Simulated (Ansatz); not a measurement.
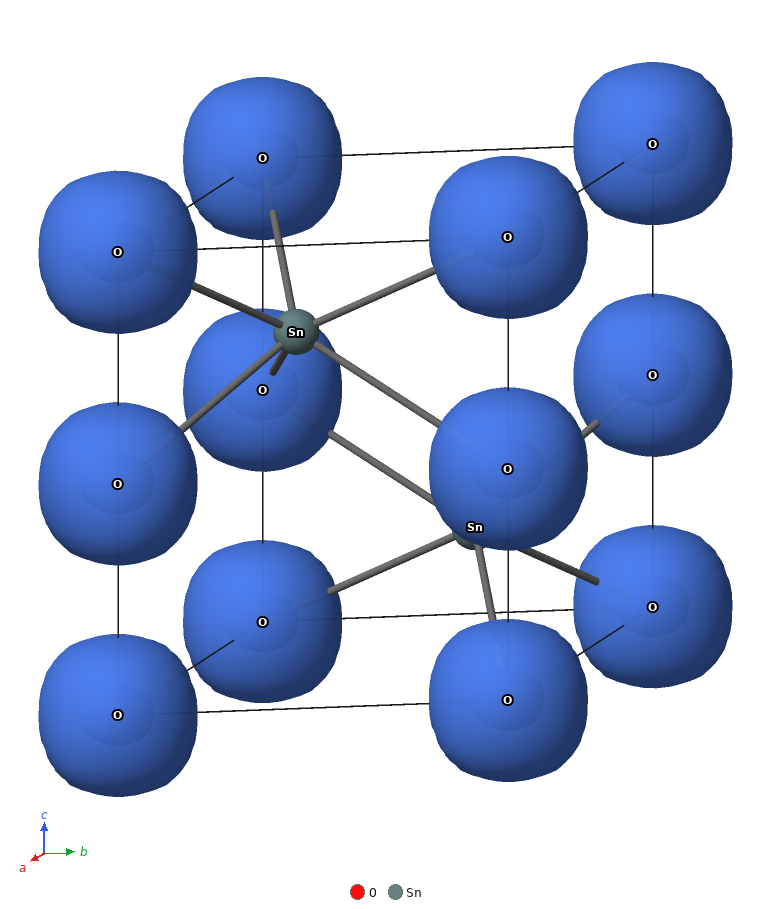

*SnO. Isosurface of the electron localisation function at 0.7 (blue), seen slightly off an axis. Only the valence region is drawn (cores and ρ < 0.01 e/Å³ removed). Sticks mark near contacts.*

Space group P6₃/mmc; built by placing these elements on a known structure type; computed pressure about −5 GPa in this cell.

Theory: DFT, PAW plane waves, r2SCAN in Ansatz 0.2.0.

Core electrons are frozen (PAW), and the valence fields are smoothed inside the atomic spheres.

> Identify the bonds, lone pairs and shells in this picture.

The surface consists of two regions wrapped around O (the valence shell of each), counted in one cell of 4 atoms. Regions shared between cells count once. Profiles from the grid: Sn–O (2.65 Å): the ELF is about 0.15 at the midpoint: no shared electron pair shows on this line.
